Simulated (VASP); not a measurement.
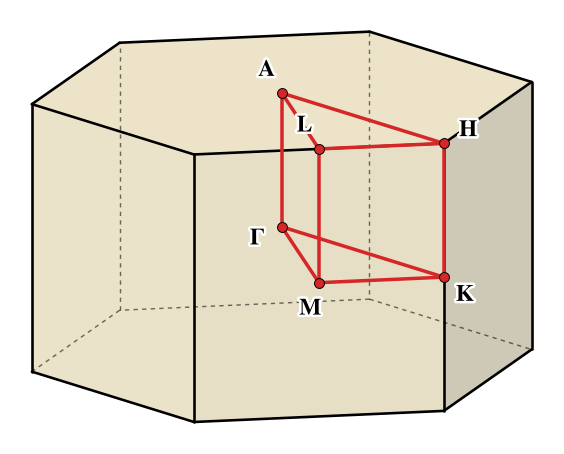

For TaSi2, an entry of the Crystallography Open Database, as set up for an electronic-structure calculation: the figure shows the first Brillouin zone with its special points and a band path. All values are computed from the atomic coordinates in the standard setting (tolerance 0.002 Å).

Labels and path follow the convention of Hinuma et al. (2017), as computed by seekpath.

Q: Which Bravais lattice has this zone?

A: A primitive hexagonal lattice (hP; extended symbol hP2). The zone is a hexagonal prism in its combinatorial type: 8 faces (6 with 4 edges, 2 with 6 edges), 18 edges, 12 vertices.

Q: Write the standard path through the labelled points.

A: Γ–M–K–Γ–A–L–H–A | L–M | H–K
